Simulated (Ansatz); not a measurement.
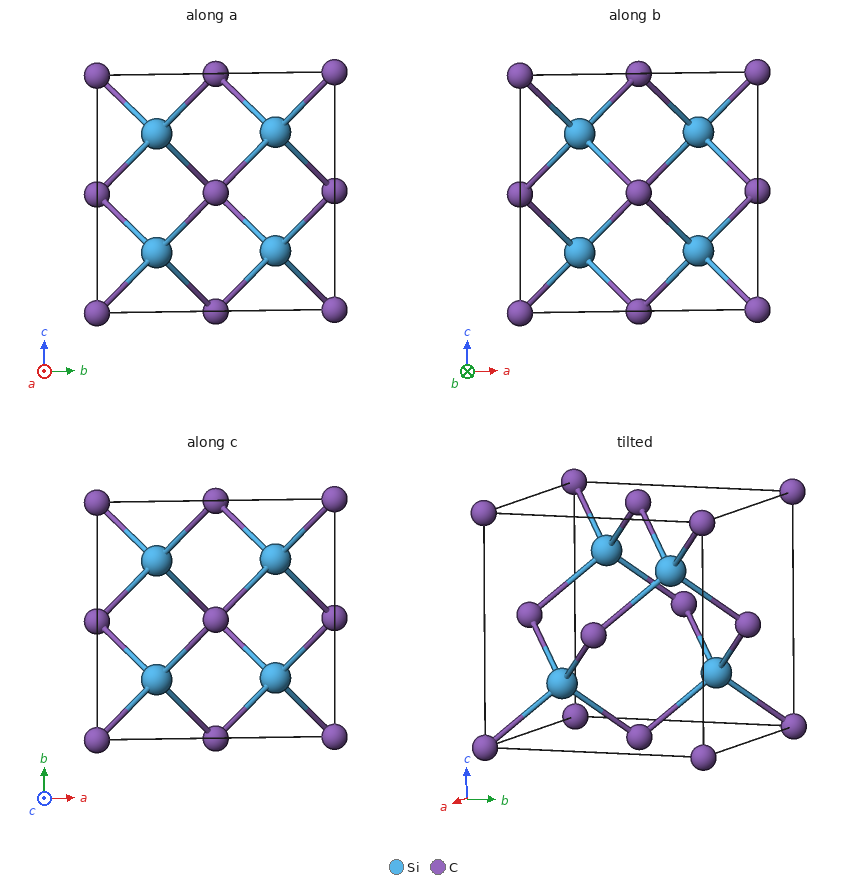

Drawn in the ball-and-stick manner and seen along the a axis, along the b axis, along the c axis and slightly off an axis. The frame is the drawn cell (a repeat of the simulation cell); atoms at its boundary are shown with their periodic copies.

Lattice parameters: a = 4.3090 Å, b = 4.3090 Å, c = 4.3090 Å, α = 89.159°, β = 89.159°, γ = 89.159°.

### Put the structure into a CIF in P1 with every atom of the cell, with free fractional coordinates to two decimals.

```cif
data_structure
_symmetry_space_group_name_H-M 'P 1'
_symmetry_Int_Tables_number 1
_cell_length_a 4.3090
_cell_length_b 4.3090
_cell_length_c 4.3090
_cell_angle_alpha 89.159
_cell_angle_beta 89.159
_cell_angle_gamma 89.159
_cell_volume 79.98
loop_
_atom_site_label
_atom_site_type_symbol
_atom_site_fract_x
_atom_site_fract_y
_atom_site_fract_z
_atom_site_occupancy
Si1 Si 0.75 0.25 0.25 1
C1 C 0.00 0.50 0.50 1
Si2 Si 0.25 0.75 0.25 1
C2 C 0.50 0.00 0.50 1
Si3 Si 0.25 0.25 0.75 1
C3 C 0.50 0.50 0.00 1
Si4 Si 0.75 0.75 0.75 1
C4 C 0.00 0.00 0.00 1
```

The model was built from a structure type filled with these elements by a generator (whether the compound takes this form wasn't checked). The cell was then strained or its atoms displaced on purpose. It was run through Ansatz as a DFT input.

At this level of theory the cell isn't at rest (compressed, at 8 GPa), so its distances can differ from those at equilibrium, the more so the softer the solid.
